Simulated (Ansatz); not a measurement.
# Single-point calculation of FeCo3 (part 1 of 2)

The run: single-point calculation of FeCo3 (Pm-3m, 8 atoms in the cell). Method and program: DFT PBEsol, scalar-relativistic, plane waves, PAW, spin-polarised (Ansatz 0.2.0).

The structure derives from a Materials Project entry. It belongs to a series of runs on one base structure; here: antiferromagnetic, doubled cell, propagation vector (0, 0, 1/2). Figures and captions count atoms from 1; the log counts them from 0 in places.

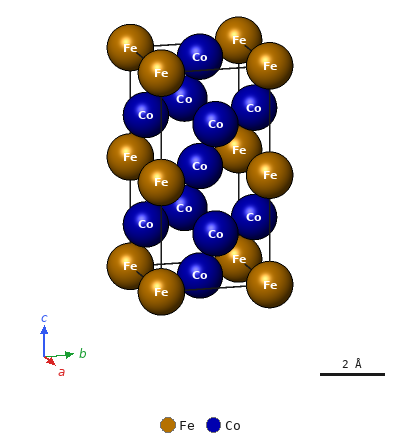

Fig. 1: The structure as given in the input (spheres-only view of the cell of the calculation, seen slightly off an axis). An atom can appear more than once, as a periodic image.

Input:
```yaml
crystal:
  lattice:
    - [3.53570262, 0.0, 0.0]
    - [0.0, 3.53570262, 0.0]
    - [0.0, 0.0, 7.07140524]
  atoms:
    - { symbol: Fe, position: [0.0, 0.0, 0.0], spin: 4.0 }
    - { symbol: Co, position: [0.5, 0.5, 0.0], spin: 3.0 }
    - { symbol: Co, position: [0.5, 0.0, 0.25], spin: 3.0 }
    - { symbol: Co, position: [0.0, 0.5, 0.25], spin: 3.0 }
    - { symbol: Fe, position: [0.0, 0.0, 0.5], spin: -4.0 }
    - { symbol: Co, position: [0.5, 0.5, 0.5], spin: -3.0 }
    - { symbol: Co, position: [0.5, 0.0, 0.75], spin: -3.0 }
    - { symbol: Co, position: [0.0, 0.5, 0.75], spin: -3.0 }
basis:
  ecutwfc: 420
kpoints:
  mp_grid: { grid: [12, 12, 6] }
hamiltonian:
  xc: pbesol
scf:
  occupations: { method: gaussian, width: 0.1 }
  lower_state_search: "off"
output:
  forces: true
  stress: true
  eigenvalues: true
  populations: true
magnetization:
  spin_polarized: true
```

Run on 1 thread of Arm Neoverse V1, 24 GiB of memory available, shared host.

Launched with:
```bash
ansatz run input.yaml --threads 1 --pin off --max-ram 2560MiB --backend cpu --events-out ev --progress --plain --runs-dir out
```

What the program printed:
```
Engine: ansatz 0.2.0, aarch64-unknown-linux-gnu
Pseudopotentials: kind: paw
Pseudopotential: Fe, paw, valence charge 16, recommended cutoff 420 eV (normal), Fe.paw.azcp
Pseudopotential: Co, paw, valence charge 17, recommended cutoff 420 eV (normal), Co.paw.azcp
Functional definition: PBEsol
  exchange = pbesol_x
  correlation = pbesol_c
Crystal: 8 atoms, lattice volume = 88.401 Å³
Basis set: ecut = 420 eV, 1699 PW (Γ), exchange–correlation on 48×48×96 points (8 copies of the dense FFT grid, shifted against one another)
Bands: 96, of which v1, the nominal top of the filled ones, is band 67 counted from 1 (66 counted from 0)
Symmetry: 8 space group operations
Space group: P4mm (ITA 99), of the structure as read, at distance tolerance 4.5e-5 Å
Magnetic group: BNS 99.168 (UNI 828), of the structure as read, at distance tolerance 4.5e-5 Å
k-points: 112 of 864 (time reversal used)
Non-local potential: Fe, projectors of the file, l = 0: 3, l = 1: 2, l = 2: 3, l = 3: 1
Non-local potential: Co, projectors of the file, l = 0: 3, l = 1: 2, l = 2: 3, l = 3: 1
PAW form: soft (Blöchl's): semilocal exchange-correlation on the pseudo side does not see the compensation charge
PAW frozen core: Fe, regenerated for the run's functional, and the local potential with it (the file was generated under x = pbe(κ = 0.804, μ = 0.2195149727645171), c = pbe(β = 0.06672455060314922))
PAW frozen core: Co, regenerated for the run's functional, and the local potential with it (the file was generated under x = pbe(κ = 0.804, μ = 0.2195149727645171), c = pbe(β = 0.06672455060314922))
PAW one-centre angular grid: Fe, 590 points (default); XC on 64 Gauss nodes
PAW one-centre angular grid: Co, 590 points (default); XC on 64 Gauss nodes
Initial density: superposition of atomic densities (chi_scale 0.1, normalization cell)
Starting moments: Σ|m| = 26 μB on 8 of 8 sites
Starting magnetic order: antiferromagnet; a translation exchanges its spin sublattices: spin-degenerate at every k-point
Initial wavefunctions: pseudopotential atomic-orbital guess
Functional: x = pbesol(κ = 0.804, μ = 0.12345679012345678), c = pbesol(β = 0.046)
SCF iter   1: F=—  HF=-39452.319747 eV  |F-HF|=—  |Δ(HF+E_count)|=         —  Δρ=1.32e-1 (↑1.32e-1 ↓1.32e-1)  dr2=4.66e0  dr2_m=1.27e1  M=0.000 μB ∫|m|=16.903 μB  β_m=0.30  ethr=3.10e-3  ⟨swp⟩=4.4  Hψ=34376  notcnv=0  defer=737
Mixer restart at iter 1: flushing history
preconditioner: auto → Kerker (q_TF=auto, 2.924 Å⁻¹)  [metal: Δε(μ)=0.002 eV  Ē_g=10.576 eV  σ=0.100 eV  W_gap=0.01  n_scr=38 (ndim 8)  ℏωp=33.0 eV  f_vac=0.000  D(μ)=14.07/eV (n_scr^D=232)]
spin=Collinear: Kerker preconditioning applied to the charge; magnetization (m = ρ↑ − ρ↓) channel mixes plain (no charge-response kernel on spin).
spin-set hold released at iteration 1 (the charge has settled, or the pull on large starting moments outlasts its swing): the magnetisation degrees of freedom join the quasi-Newton model from the next iteration; the mixer history was flushed
SCF iter   2: F=—  HF=-39452.900714 eV  |F-HF|=—  |Δ(HF+E_count)|=   5.81e-1  Δρ=9.90e-2 (↑9.90e-2 ↓9.90e-2)  dr2=2.53e0  dr2_m=7.14e0  M=0.000 μB ∫|m|=16.341 μB  β_m=0.56  ethr=3.10e-3  ⟨swp⟩=2.0  Hψ=13553  notcnv=0  defer=2036
SCF iter   3: F=—  HF=-39455.365173 eV  |F-HF|=—  |Δ(HF+E_count)|=    2.46e0  Δρ=1.43e-1 (↑1.43e-1 ↓1.43e-1)  dr2=3.40e1  dr2_m=7.60e0  M=0.000 μB ∫|m|=14.752 μB  β_m=0.39  ethr=1.89e-3  ⟨swp⟩=3.0  Hψ=18268  notcnv=0  defer=2036  recentre
SCF iter   4: F=—  HF=-39454.943597 eV  |F-HF|=—  |Δ(HF+E_count)|=   4.22e-1  Δρ=1.03e-1 (↑1.03e-1 ↓1.03e-1)  dr2=1.67e1  dr2_m=3.71e0  M=0.000 μB ∫|m|=14.331 μB  β_m=0.42  ethr=1.89e-3  ⟨swp⟩=3.0  Hψ=21602  notcnv=0  defer=2028
SCF iter   5: F=—  HF=-39455.352735 eV  |F-HF|=—  |Δ(HF+E_count)|=   4.09e-1  Δρ=9.05e-2 (↑9.05e-2 ↓9.05e-2)  dr2=2.12e1  dr2_m=1.05e0  M=0.000 μB ∫|m|=12.521 μB  β_m=0.30  ethr=1.89e-3  ⟨swp⟩=3.0  Hψ=17056  notcnv=0  defer=2027
SCF iter   6: F=—  HF=-39454.651036 eV  |F-HF|=—  |Δ(HF+E_count)|=   7.02e-1  Δρ=2.87e-2 (↑2.87e-2 ↓2.87e-2)  dr2=1.93e0  dr2_m=1.43e-1  M=0.000 μB ∫|m|=12.137 μB  β_m=0.62  ethr=1.89e-3  ⟨swp⟩=2.0  Hψ=13338  notcnv=0  defer=2072
SCF iter   7: F=—  HF=-39454.606207 eV  |F-HF|=—  |Δ(HF+E_count)|=   4.48e-2  Δρ=1.16e-2 (↑1.16e-2 ↓1.16e-2)  dr2=2.18e-1  dr2_m=5.23e-2  M=0.000 μB ∫|m|=11.767 μB  β_m=0.80  ethr=1.44e-3  ⟨swp⟩=2.0  Hψ=9829  notcnv=0  defer=2074
SCF iter   8: F=—  HF=-39454.621095 eV  |F-HF|=—  |Δ(HF+E_count)|=   1.49e-2  Δρ=1.27e-2 (↑1.27e-2 ↓1.27e-2)  dr2=3.68e-1  dr2_m=2.88e-2  M=0.000 μB ∫|m|=11.488 μB  β_m=0.90  ethr=1.63e-4  ⟨swp⟩=2.0  Hψ=13293  notcnv=0  defer=2066
SCF iter   9: F=—  HF=-39454.613432 eV  |F-HF|=—  |Δ(HF+E_count)|=   7.66e-3  Δρ=5.62e-3 (↑5.62e-3 ↓5.62e-3)  dr2=5.33e-2  dr2_m=9.88e-3  M=0.000 μB ∫|m|=11.379 μB  β_m=0.75  ethr=1.63e-4  ⟨swp⟩=1.0  Hψ=9497  notcnv=0  defer=2063
SCF iter  10: F=—  HF=-39454.612963 eV  |F-HF|=—  |Δ(HF+E_count)|=   4.69e-4  Δρ=4.23e-3 (↑4.23e-3 ↓4.23e-3)  dr2=4.37e-2  dr2_m=3.32e-3  M=0.000 μB ∫|m|=11.276 μB  β_m=0.88  ethr=3.98e-5  ⟨swp⟩=2.0  Hψ=12575  notcnv=0  defer=2061
SCF iter  11: F=—  HF=-39454.613097 eV  |F-HF|=—  |Δ(HF+E_count)|=   1.34e-4  Δρ=3.81e-3 (↑3.81e-3 ↓3.81e-3)  dr2=2.92e-2  dr2_m=3.67e-3  M=0.000 μB ∫|m|=11.246 μB  β_m=0.94  ethr=3.26e-5  ⟨swp⟩=1.1  Hψ=10026  notcnv=0  defer=2038
SCF iter  12: F=—  HF=-39454.614149 eV  |F-HF|=—  |Δ(HF+E_count)|=   1.05e-3  Δρ=3.60e-3 (↑3.60e-3 ↓3.60e-3)  dr2=3.42e-2  dr2_m=2.47e-3  M=0.000 μB ∫|m|=11.233 μB  β_m=0.70  ethr=2.18e-5  ⟨swp⟩=1.3  Hψ=9390  notcnv=0  defer=2034
SCF iter  13: F=—  HF=-39454.612247 eV  |F-HF|=—  |Δ(HF+E_count)|=   1.90e-3  Δρ=8.54e-4 (↑8.54e-4 ↓8.54e-4)  dr2=7.34e-4  dr2_m=4.09e-4  M=0.000 μB ∫|m|=11.208 μB  β_m=0.85  ethr=2.18e-5  ⟨swp⟩=1.8  Hψ=10548  notcnv=0  defer=2034
SCF iter  14: F=—  HF=-39454.612375 eV  |F-HF|=—  |Δ(HF+E_count)|=   1.28e-4  Δρ=9.58e-4 (↑9.58e-4 ↓9.58e-4)  dr2=1.66e-3  dr2_m=2.98e-4  M=0.000 μB ∫|m|=11.194 μB  β_m=0.85  ethr=5.48e-7  ⟨swp⟩=1.9  Hψ=11852  notcnv=0  defer=2027
SCF iter  15: F=—  HF=-39454.612389 eV  |F-HF|=—  |Δ(HF+E_count)|=   1.40e-5  Δρ=7.02e-4 (↑7.02e-4 ↓7.02e-4)  dr2=1.06e-3  dr2_m=1.26e-4  M=0.000 μB ∫|m|=11.188 μB  β_m=0.90  ethr=5.48e-7  ⟨swp⟩=1.2  Hψ=8814  notcnv=0  defer=2027
SCF iter  16: F=—  HF=-39454.612375 eV  |F-HF|=—  |Δ(HF+E_count)|=   1.33e-5  Δρ=5.37e-4 (↑5.37e-4 ↓5.37e-4)  dr2=6.93e-4  dr2_m=4.20e-5  M=0.000 μB ∫|m|=11.179 μB  β_m=0.95  ethr=5.48e-7  ⟨swp⟩=1.2  Hψ=8792  notcnv=0  defer=2027
SCF iter  17: F=—  HF=-39454.612358 eV  |F-HF|=—  |Δ(HF+E_count)|=   1.69e-5  Δρ=2.56e-4 (↑2.56e-4 ↓2.56e-4)  dr2=1.56e-4  dr2_m=9.49e-6  M=0.000 μB ∫|m|=11.178 μB  β_m=0.97  ethr=5.17e-7  ⟨swp⟩=1.0  Hψ=8721  notcnv=0  defer=2027
SCF iter  18: F=—  HF=-39454.612384 eV  |F-HF|=—  |Δ(HF+E_count)|=   2.58e-5  Δρ=1.03e-4 (↑1.03e-4 ↓1.03e-4)  dr2=2.86e-5  dr2_m=1.56e-6  M=0.000 μB ∫|m|=11.176 μB  β_m=0.85  ethr=1.17e-7  ⟨swp⟩=1.0  Hψ=8754  notcnv=0  defer=2027
SCF iter  19: F=—  HF=-39454.612376 eV  |F-HF|=—  |Δ(HF+E_count)|=   7.72e-6  Δρ=5.51e-5 (↑5.51e-5 ↓5.51e-5)  dr2=7.53e-6  dr2_m=3.63e-7  M=0.000 μB ∫|m|=11.175 μB  β_m=0.92  ethr=2.14e-8  ⟨swp⟩=1.1  Hψ=8828  notcnv=0  defer=2027
SCF iter  20: F=—  HF=-39454.612376 eV  |F-HF|=—  |Δ(HF+E_count)|=   2.00e-7  Δρ=1.27e-5 (↑1.27e-5 ↓1.27e-5)  dr2=3.18e-7  dr2_m=3.37e-8  M=0.000 μB ∫|m|=11.175 μB  β_m=0.92  ethr=5.62e-9  ⟨swp⟩=1.0  Hψ=8722  notcnv=0  defer=2027
SCF iter  21: F=—  HF=-39454.612376 eV  |F-HF|=—  |Δ(HF+E_count)|=   2.47e-9  Δρ=1.06e-5 (↑1.06e-5 ↓1.06e-5)  dr2=2.49e-7  dr2_m=1.93e-8  M=0.000 μB ∫|m|=11.175 μB  β_m=0.89  ethr=2.37e-10  ⟨swp⟩=2.0  Hψ=11604  notcnv=0  defer=2027
SCF iter  22: F=-39454.612376 eV  HF=-39454.612376 eV  |F-HF|=8.99e-8  |Δ(HF+E_count)|=   2.79e-9  Δρ=6.54e-6 (↑6.54e-6 ↓6.54e-6)  dr2=9.32e-8  dr2_m=6.15e-9  M=0.000 μB ∫|m|=11.175 μB  ethr=7.46e-11  ⟨swp⟩=8.5  Hψ=53422  notcnv=0
SCF 1 converged in 22 iterations: F = -39454.612376 eV  dr2 = 9.32e-8
  greatest PAW one-centre occupation: 1.001 electrons in one spin orbital (limit 2), on the Fe atom at site 4 (counted from 0), in its partial waves of l = 1
```

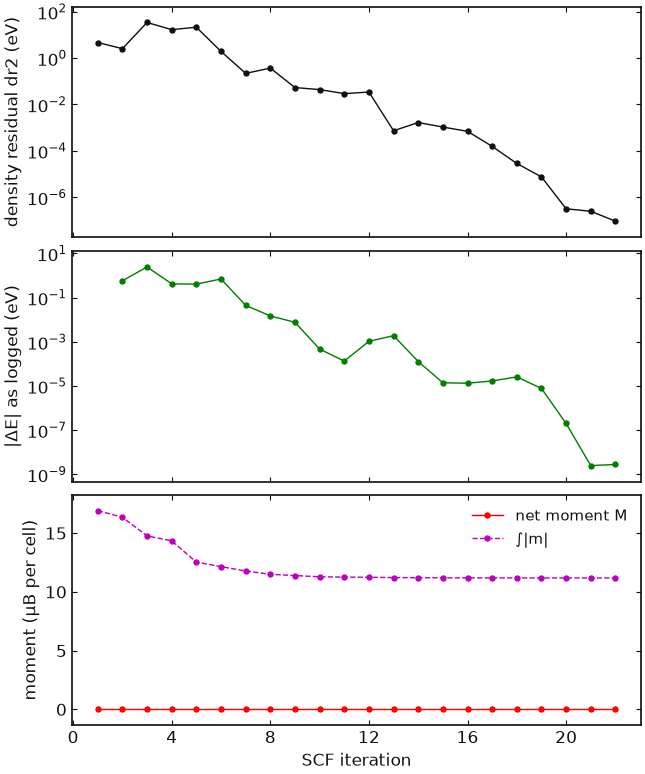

Fig. 2: Convergence of the self-consistent field: density residual dr2, size of the energy change and magnetic moment against the SCF iteration. The residual falls unevenly and jumps up by a factor of two or more 2 times on the way down. The net moment stays at 0.0 μB per cell.

```
SCF converged after 22 iterations
Magnetization: 0.0000 μB (67.0000 up, 67.0000 down)
Absolute magnetization: 11.1774 μB (∫|ρ↑−ρ↓|, with the PAW one-centre terms)
Spin contamination: 4.7421 ħ² per cell (⟨S²⟩ above its minimum at these occupations)
Per-site moments (μB) at R_I (Å): [(2.3974614818985494, 1.0312992107801802), (1.0848112182251644, 1.0312992107801802), (0.9504746357436845, 1.0312992107801802), (0.9504746357436847, 1.0312992107801802), (-2.397461481898549, 1.03129921078018), (-1.0848112182251652, 1.03129921078018), (-0.9504746357436844, 1.03129921078018), (-0.950474635743685, 1.03129921078018)]
Free energy (F): -39454.612376 eV
Harris-Foulkes:  -39454.612376 eV  (|F-HF|=8.99e-8)
Internal energy: -39454.552858 eV  (E = F + TS)
E sigma→0 (E₀):  -39454.582617 eV
Entropy (-TS):   -0.059518 eV (-7.440 meV/atom)
Fermi energy:    18.374769 eV
--- Per-component energies (eV) ---
  E_band       = -1918.573491
  E_kinetic    = 3422.604496
  E_local      = -21218.755405  (includes V_loc(G=0)·N_el)
  E_nonlocal   = 3169.045854
  E_hartree    = 8874.210047
  E_xc         = -1180.077054
  E_vxc        = -1529.062296  (∫ρ·V_xc dr)
  E_paw        = -11560.977330  (= ΣΔE_a)
  E_vpaw       = -3510.852741  (= ΣTr[D̂ρ^β])
  E_aug_tail   = 0.001962  (compensation charges beyond the density's cutoff)
  E_ewald      = -20962.094347
  E_core_change = 1.488919  (= ΣΔE_core)
  E_smearing   = -0.059518  (= −TS)
  E_closure    = -0.000000  (closes the sum)
  Σ components = -39454.612376   (vs F -39454.612376, Δ=0.00e0)
```
